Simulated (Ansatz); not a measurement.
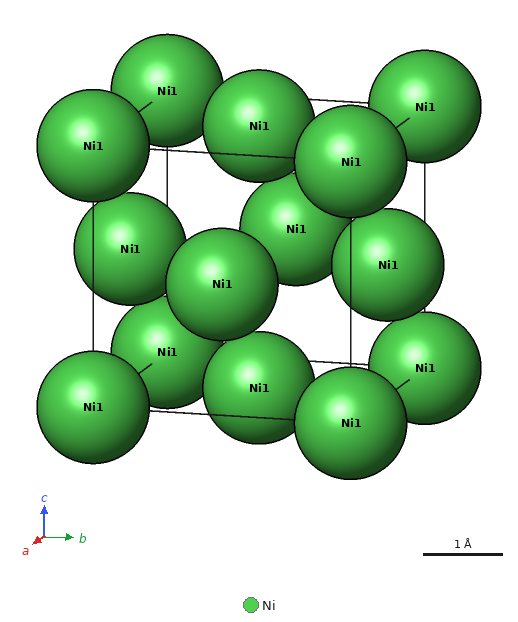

Figure 1. The structure (spheres-only view of the cell 4 times as large as that of the calculation, set on its symmetry axes, seen slightly off an axis; atoms are numbered from 1 in the order of the input).

**Ni: a changed input and its effect**

System: Ni (Fm-3m, 1 atom in the cell).
Method of run 1: DFT LDA, scalar-relativistic, plane waves, PAW, spin-polarised (Ansatz 0.2.0).

Text and figures count atoms from 1; the logs count them from 0 in places.

### Input, run 1
```yaml
crystal:
  lattice:
    - [0.0, 1.6992613169, 1.6992613169]
    - [1.6992613169, 0.0, 1.6992613169]
    - [1.6992613169, 1.6992613169, 0.0]
  atoms:
    - { symbol: Ni, position: [0.0, 0.0, 0.0], spin: 0.72 }
basis:
  ecutwfc: 600
  ecutrho_ratio: 5
kpoints:
  mp_grid: { grid: [20, 20, 20] }
hamiltonian:
  xc: lda
scf:
  occupations: { method: gaussian, width: 0.05 }
output:
  forces: true
  stress: true
  eigenvalues: true
  populations: true
magnetization:
  spin_polarized: true
```

Hardware: 4 threads of an x86-64 CPU, shared host.

### Output, shortened to warnings, some set-up lines, iterations and results (run 1)
```
Basis set: ecut = 600 eV, 331 PW (Γ)
Symmetry: 48 space group operations
k-points: 256 of 8000
Initial density: superposition of atomic densities (chi_scale 0.1, normalization cell)
[...]
SCF iter   1: F=—  HF=-5772.665364 eV  |F-HF|=—  |Δ(HF+E_count)|=         —  Δρ=1.27e-1 (↑4.32e-2 ↓1.27e-1)  dr2=1.58e0  dr2_m=1.62e-1  M=0.833 μB ∫|m|=0.878 μB  β_m=0.30  …
SCF iter   2: F=—  HF=-5772.233378 eV  |F-HF|=—  |Δ(HF+E_count)|=   4.32e-1  Δρ=5.50e-2 (↑5.50e-2 ↓4.73e-2)  dr2=4.88e-1  dr2_m=4.68e-3  M=0.673 μB ∫|m|=0.717 μB  β_m=0.25  …
SCF iter   3: F=—  HF=-5772.481805 eV  |F-HF|=—  |Δ(HF+E_count)|=   2.48e-1  Δρ=1.81e-2 (↑1.81e-2 ↓1.21e-2)  dr2=2.75e-2  dr2_m=4.37e-3  M=0.678 μB ∫|m|=0.726 μB  β_m=0.41  …
SCF iter   4: F=—  HF=-5773.079226 eV  |F-HF|=—  |Δ(HF+E_count)|=   5.97e-1  Δρ=1.58e-2 (↑1.58e-2 ↓1.57e-2)  dr2=5.24e-2  dr2_m=6.12e-4  M=0.658 μB ∫|m|=0.708 μB  β_m=0.41  …
SCF iter   5: F=—  HF=-5773.368373 eV  |F-HF|=—  |Δ(HF+E_count)|=   2.89e-1  Δρ=1.36e-2 (↑2.86e-3 ↓1.36e-2)  dr2=1.27e-2  dr2_m=4.31e-3  M=0.616 μB ∫|m|=0.674 μB  β_m=0.46  …
SCF iter   6: F=—  HF=-5773.376294 eV  |F-HF|=—  |Δ(HF+E_count)|=   7.92e-3  Δρ=7.21e-3 (↑2.23e-3 ↓7.21e-3)  dr2=1.75e-3  dr2_m=1.89e-3  M=0.611 μB ∫|m|=0.669 μB  β_m=0.73  …
SCF iter   7: F=—  HF=-5773.377353 eV  |F-HF|=—  |Δ(HF+E_count)|=   1.06e-3  Δρ=3.89e-3 (↑1.75e-3 ↓3.89e-3)  dr2=3.09e-4  dr2_m=7.00e-4  M=0.610 μB ∫|m|=0.668 μB  β_m=0.86  …
SCF iter   8: F=—  HF=-5773.377420 eV  |F-HF|=—  |Δ(HF+E_count)|=   6.71e-5  Δρ=1.15e-3 (↑6.65e-4 ↓1.15e-3)  dr2=1.90e-4  dr2_m=5.95e-6  M=0.609 μB ∫|m|=0.667 μB  β_m=0.93  …
SCF iter   9: F=—  HF=-5773.377495 eV  |F-HF|=—  |Δ(HF+E_count)|=   7.50e-5  Δρ=4.80e-4 (↑2.20e-4 ↓4.80e-4)  dr2=2.70e-5  dr2_m=1.66e-6  M=0.609 μB ∫|m|=0.667 μB  β_m=0.97  …
SCF iter  10: F=—  HF=-5773.377495 eV  |F-HF|=—  |Δ(HF+E_count)|=   1.88e-8  Δρ=7.71e-6 (↑7.71e-6 ↓6.13e-6)  dr2=9.76e-9  dr2_m=4.81e-10  M=0.609 μB ∫|m|=0.667 μB  β_m=0.98  …
SCF iter  11: F=-5773.377495 eV  HF=-5773.377495 eV  |F-HF|=3.14e-9  |Δ(HF+E_count)|=   2.50e-9  Δρ=5.91e-6 (↑2.23e-6 ↓5.91e-6)  dr2=4.17e-9  dr2_m=3.46e-10  M=0.609 μB …
SCF 1 converged in 11 iterations: F = -5773.377495 eV  dr2 = 4.17e-9
SCF converged after 11 iterations
Magnetization: 0.6088 μB (9.3044 up, 8.6956 down)
Absolute magnetization: 0.6678 μB (∫|ρ↑−ρ↓|, with the PAW one-centre terms)
Spin contamination: 0.0037 ħ² per cell (⟨S²⟩ above its minimum at these occupations)
Per-site moments (μB) at R_I (Å): [(0.6348793997581369, 0.9912863401550775)]
Free energy (F): -5773.377495 eV
Harris-Foulkes:  -5773.377495 eV  (|F-HF|=3.14e-9)
Internal energy: -5773.375643 eV  (E = F + TS)
E sigma→0 (E₀):  -5773.376569 eV
Entropy (-TS):   -0.001852 eV (-1.852 meV/atom)
Fermi energy:    20.198029 eV
--- Per-component energies (eV) ---
  E_band       = -248.058030
  E_kinetic    = 285.234544
  E_local      = -3266.781298  (includes V_loc(G=0)·N_el)
  E_nonlocal   = 637.118012
  E_hartree    = 1365.078615
  E_xc         = -85.748874
  E_vxc        = -111.026280  (∫ρ·V_xc dr)
  E_paw        = -1561.666055  (= ΣΔE_a)
  E_vpaw       = -522.765100  (= ΣTr[D̂ρ^β])
  E_aug_tail   = 0.000075  (compensation charges beyond the density's cutoff)
  E_ewald      = -3147.044784
  E_core_change = 0.434120  (= ΣΔE_core)
  E_smearing   = -0.001852  (= −TS)
  E_closure    = 0.000000  (closes the sum)
  Σ components = -5773.377495   (vs F -5773.377495, Δ=0.00e0)
--- Forces (eV/Å), atoms counted from 1 ---
  atom   1  Ni    -0.00000000     0.00000000     0.00000000
  max |Σ_I F_I| component: 1.03e-31 eV/Å
--- Stress (GPa, compression-positive) ---
        5.955798      -0.000000      -0.000000
       -0.000000       5.955798       0.000000
        0.000000      -0.000000       5.955798
  P = ⅓ Tr σ = 5.9558 GPa (59.558 kbar)
--- Löwdin populations: 1 site ---
  site symbol       q [e]    m [muB]
     0     Ni     17.7835     0.6308
  spilling = 0.012026 (of n_electrons = 18.000000)
```

The input of run 2 differs as follows (lines with − go, lines with + come):
```diff
-    - [0.0, 1.6992613169, 1.6992613169]
-    - [1.6992613169, 0.0, 1.6992613169]
-    - [1.6992613169, 1.6992613169, 0.0]
+    - [0.0, 1.76, 1.76]
+    - [1.76, 0.0, 1.76]
+    - [1.76, 1.76, 0.0]
-    - { symbol: Ni, position: [0.0, 0.0, 0.0], spin: 0.72 }
+    - { symbol: Ni, position: [0.0, 0.0, 0.0], spin: 0.8 }
```

How does run 2 compare with run 1?

With the same functional and potentials, run 2 lies 47.4 meV per atom higher. The pressure goes from 5.96 to −17.41 GPa. The volume per atom goes from 9.81 to 10.90 Å³. The number of SCF iterations is the same. The plane waves at Γ go from 331 to 339.

### Output, shortened to warnings, some set-up lines, iterations and results (run 2)
```
Basis set: ecut = 600 eV, 339 PW (Γ)
Symmetry: 48 space group operations
k-points: 256 of 8000
Initial density: superposition of atomic densities (chi_scale 0.1, normalization cell)
[...]
SCF iter   1: F=—  HF=-5772.705310 eV  |F-HF|=—  |Δ(HF+E_count)|=         —  Δρ=1.02e-1 (↑3.05e-2 ↓1.02e-1)  dr2=1.08e0  dr2_m=1.30e-1  M=0.878 μB ∫|m|=0.931 μB  β_m=0.30  …
SCF iter   2: F=—  HF=-5772.376314 eV  |F-HF|=—  |Δ(HF+E_count)|=   3.29e-1  Δρ=4.57e-2 (↑4.28e-2 ↓4.57e-2)  dr2=4.14e-1  dr2_m=4.67e-3  M=0.703 μB ∫|m|=0.755 μB  β_m=0.25  …
SCF iter   3: F=—  HF=-5772.584268 eV  |F-HF|=—  |Δ(HF+E_count)|=   2.08e-1  Δρ=1.50e-2 (↑1.29e-2 ↓1.50e-2)  dr2=2.85e-2  dr2_m=3.17e-3  M=0.705 μB ∫|m|=0.761 μB  β_m=0.40  …
SCF iter   4: F=—  HF=-5773.033207 eV  |F-HF|=—  |Δ(HF+E_count)|=   4.49e-1  Δρ=2.02e-2 (↑1.13e-2 ↓2.02e-2)  dr2=5.72e-2  dr2_m=3.60e-3  M=0.669 μB ∫|m|=0.728 μB  β_m=0.40  …
SCF iter   5: F=—  HF=-5773.305051 eV  |F-HF|=—  |Δ(HF+E_count)|=   2.72e-1  Δρ=1.14e-2 (↑3.50e-3 ↓1.14e-2)  dr2=1.46e-2  dr2_m=2.06e-3  M=0.644 μB ∫|m|=0.709 μB  β_m=0.54  …
SCF iter   6: F=—  HF=-5773.329523 eV  |F-HF|=—  |Δ(HF+E_count)|=   2.45e-2  Δρ=4.09e-3 (↑1.61e-3 ↓4.09e-3)  dr2=4.68e-4  dr2_m=7.88e-4  M=0.632 μB ∫|m|=0.700 μB  β_m=0.54  …
SCF iter   7: F=—  HF=-5773.329756 eV  |F-HF|=—  |Δ(HF+E_count)|=   2.34e-4  Δρ=3.15e-3 (↑1.37e-3 ↓3.15e-3)  dr2=2.45e-4  dr2_m=4.99e-4  M=0.632 μB ∫|m|=0.699 μB  β_m=0.69  …
SCF iter   8: F=—  HF=-5773.330049 eV  |F-HF|=—  |Δ(HF+E_count)|=   2.92e-4  Δρ=8.66e-5 (↑7.82e-5 ↓8.66e-5)  dr2=6.21e-7  dr2_m=2.50e-7  M=0.628 μB ∫|m|=0.695 μB  β_m=0.84  …
SCF iter   9: F=—  HF=-5773.330068 eV  |F-HF|=—  |Δ(HF+E_count)|=   1.90e-5  Δρ=4.39e-4 (↑1.36e-4 ↓4.39e-4)  dr2=2.11e-5  dr2_m=2.61e-6  M=0.628 μB ∫|m|=0.696 μB  β_m=0.84  …
SCF iter  10: F=—  HF=-5773.330076 eV  |F-HF|=—  |Δ(HF+E_count)|=   8.29e-6  Δρ=4.16e-6 (↑4.16e-6 ↓2.86e-6)  dr2=1.67e-9  dr2_m=6.36e-10  M=0.629 μB ∫|m|=0.696 μB  β_m=0.92  …
SCF iter  11: F=-5773.330076 eV  HF=-5773.330076 eV  |F-HF|=1.82e-12  |Δ(HF+E_count)|=   1.46e-9  Δρ=1.15e-6 (↑8.94e-7 ↓1.15e-6)  dr2=1.58e-11  dr2_m=9.80e-11  M=0.629 μB …
SCF 1 converged in 11 iterations: F = -5773.330076 eV  dr2 = 1.58e-11
SCF converged after 11 iterations
Magnetization: 0.6287 μB (9.3143 up, 8.6857 down)
Absolute magnetization: 0.6968 μB (∫|ρ↑−ρ↓|, with the PAW one-centre terms)
Spin contamination: 0.0047 ħ² per cell (⟨S²⟩ above its minimum at these occupations)
Per-site moments (μB) at R_I (Å): [(0.6581212920572806, 1.026719046282867)]
Free energy (F): -5773.330076 eV
Harris-Foulkes:  -5773.330076 eV  (|F-HF|=1.82e-12)
Internal energy: -5773.327762 eV  (E = F + TS)
E sigma→0 (E₀):  -5773.328919 eV
Entropy (-TS):   -0.002314 eV (-2.314 meV/atom)
Fermi energy:    17.668926 eV
--- Per-component energies (eV) ---
  E_band       = -289.114895
  E_kinetic    = 282.927277
  E_local      = -3442.032495  (includes V_loc(G=0)·N_el)
  E_nonlocal   = 637.787197
  E_hartree    = 1432.971903
  E_xc         = -84.556043
  E_vxc        = -109.458138  (∫ρ·V_xc dr)
  E_paw        = -1562.421475  (= ΣΔE_a)
  E_vpaw       = -524.282380  (= ΣTr[D̂ρ^β])
  E_aug_tail   = 0.000085  (compensation charges beyond the density's cutoff)
  E_ewald      = -3038.438331
  E_core_change = 0.434120  (= ΣΔE_core)
  E_smearing   = -0.002314  (= −TS)
  E_closure    = 0.000000  (closes the sum)
  Σ components = -5773.330076   (vs F -5773.330076, Δ=0.00e0)
--- Forces (eV/Å), atoms counted from 1 ---
  atom   1  Ni    -0.00000000    -0.00000000     0.00000000
  max |Σ_I F_I| component: 1.40e-31 eV/Å
--- Stress (GPa, compression-positive) ---
      -17.414111       0.000000       0.000000
        0.000000     -17.414111       0.000000
       -0.000000       0.000000     -17.414111
  P = ⅓ Tr σ = -17.4141 GPa (-174.141 kbar)
--- Löwdin populations: 1 site ---
  site symbol       q [e]    m [muB]
     0     Ni     17.7820     0.6535
  spilling = 0.012109 (of n_electrons = 18.000000)
```

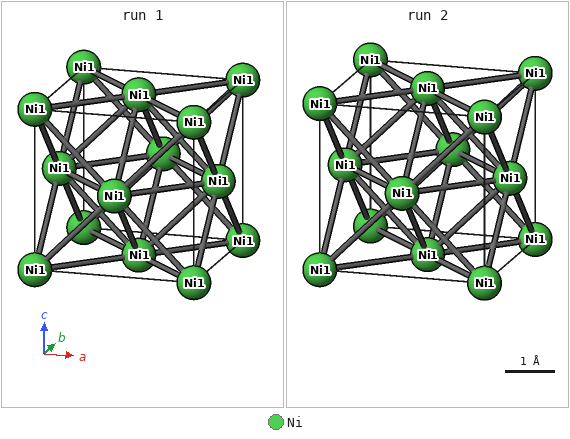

Figure 2. The two input geometries at one scale (ball-and-stick view of the cell 4 times as large as that of the calculation, set on its symmetry axes, seen slightly off an axis). The atoms keep their places relative to the cell (all moves are under 0.005 Å). The volume changes by +11.1 %, with a = b = c 3.399 → 3.520 Å (+3.6 %). Among the contacts that change: Ni1–Ni1 2.403 → 2.489 Å.

### The two runs side by side

```tsv
quantity	run 1	run 2
outcome	converged	converged
free energy per atom (eV)	−5773.3775	−5773.3301
energy per atom, smearing taken to zero (eV)	−5773.3766	−5773.3289
net moment of the cell (μB)	0.61	0.63
absolute moment of the cell (μB)	0.67	0.70
pressure (GPa)	5.96	−17.41
volume per atom (Å³)	9.81	10.90
largest force (eV/Å)	0.000	0.000
SCF iterations	11	11
irreducible k-points	256	256
plane waves at Γ	331	339
wall time (shared host)	3 s	3.9 s
```

For run 1: The cell is under a pressure of 6.0 GPa at this level, so it is not at its equilibrium volume. For run 2: The cell is under a tension of 17.4 GPa at this level, so it is not at its equilibrium volume.
